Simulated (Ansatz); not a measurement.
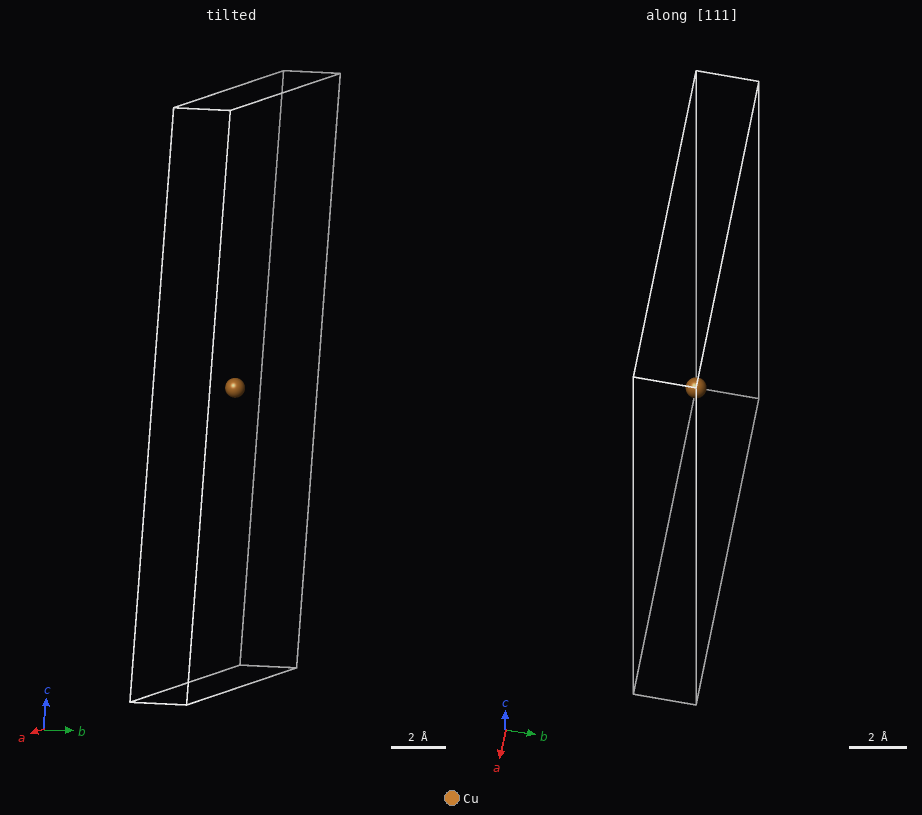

Crystal structure, ball-and-stick style, seen slightly off an axis and along [111]. The wireframe shows the simulation cell.

Describe the arrangement of the atoms.

- The element is copper.
- The cell holds one atom.
- Cu is coordinated by two Cu in a linear arrangement at about 2.3 Å.
- The bonds build Cu chains along [010].

Starting structure: a structure listed in the Materials Project. Earlier steps of the study, as a rule a relaxation of our own, may have changed the cell and positions, so they can lie some per cent off the listed ones. It was the input of a calculation with Ansatz.
